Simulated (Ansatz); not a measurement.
Input file:

```
crystal:
  lattice:
    - [3.6941976691, 0.0, 0.0]
    - [-1.8470988345, 3.199269028, 0.0]
    - [0.0, 0.0, 6.6378135835]
  atoms:
    - { symbol: Pt, position: [0.0, 0.0, 0.0] }
    - { symbol: Se, position: [0.3333333333, 0.6666666667, 0.1962086809] }
    - { symbol: Se, position: [0.6666666667, 0.3333333333, 0.8037913191] }
basis:
  ecutwfc: 420
kpoints:
  mp_grid: { grid: [6, 6, 4] }
hamiltonian:
  xc: hse06
scf:
  occupations: { method: gaussian, width: 0.02 }
output:
  forces: true
  stress: true
  eigenvalues: true
  write_density: true
  write_potential: true
  elf: true
  volumetric_format: npy
relax:
  adjacent_minimum: "off"
  f_tol: 0.005
  max_steps: 80
  cell: { stress_tol: 0.05 }
```

Launched as:

```sh
ansatz run input.yaml --threads 4 --pin off --max-ram 10240MiB --backend cpu --events-out ev --progress --plain --runs-dir out
```

Below, planes, directions and counts refer to the conventional cell (a = 3.70 Å, b = 3.70 Å, c = 6.64 Å, α = 90.00°, β = 90.00°, γ = 120.00°).

The fields are those of the relaxed geometry.

Space group P-3m1.

Computed with Ansatz 0.2.0, DFT HSE06, scalar-relativistic, plane waves, PAW.

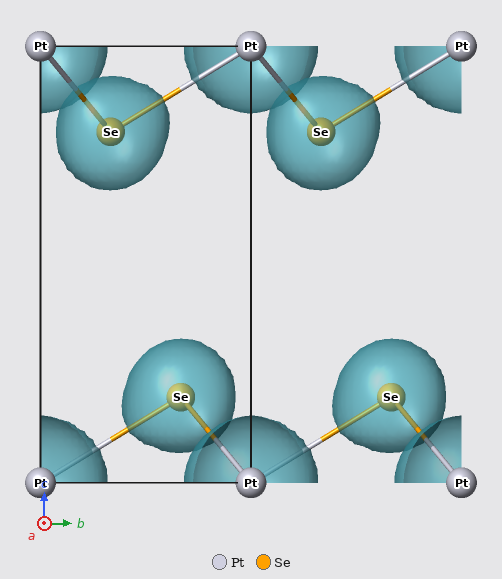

PtSe2. Isosurface of the valence pseudo-density at 0.8 e/Å³ (cyan), seen along the a axis. Sticks mark near contacts.

**Which contacts does the surface bridge?**

At this value the density breaks into separate islands; it holds about 75 % of the electrons treated as valence (semicore included). It bridges none of the near contacts. It is pinched off along the shortest Pt–Se (2.50 Å) contacts. On the grid the lowest density along these lines, outside the cores, is 0.6 e/Å³ (Pt–Se, 2.50 Å).

**Does the calculation make it a metal, or give it a gap?**

It is gapped, with a Kohn–Sham gap of 2.0 eV on the k-point mesh, an upper bound to the gap of this method.
